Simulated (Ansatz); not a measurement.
Given this structure, the geometry relaxed with Ansatz, DFT PBE, scalar-relativistic, plane waves, PAW; the starting structure was generated, so it need not be a known form of this composition, written in its standard cell:

```
CELL_PARAMETERS angstrom
2.41176 0.00000 0.00000
-1.20588 2.08865 0.00000
0.00000 0.00000 2.34839
ATOMIC_POSITIONS crystal
Ni 0.00000 0.00000 0.00000
```

What does the kinematic electron diffraction pattern along [101] look like at 120 kV (B = 0.3 Å²)?

The spots form a centred rectangular net whose two shortest vectors correspond to d = 2.09 Å and 1.56 Å, 68.1° apart. They are 0 1 0 and 1 0 -1. The pattern has symmetry 2mm. No reflection of this zone is absent.

Strongest reflections with d > 0.80 Å, one of each family (|F|² from tabulated Gaussian fits of the electron scattering factors, times a small damping for the curvature of the Ewald sphere):

```json
{"hkl": "0 1 0", "d (Å)": "2.089", "I (strongest = 100)": "100"}
{"hkl": "1 0 -1", "d (Å)": "1.561", "I (strongest = 100)": "57"}
{"hkl": "1 1 -1", "d (Å)": "1.073", "I (strongest = 100)": "24"}
{"hkl": "0 2 0", "d (Å)": "1.044", "I (strongest = 100)": "22"}
{"hkl": "2 -1 -2", "d (Å)": "0.841", "I (strongest = 100)": "12"}
```

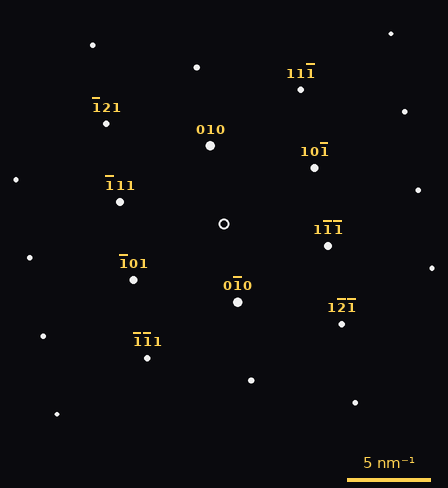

Calculated pattern, seen from the source side with [101] pointing towards the source.
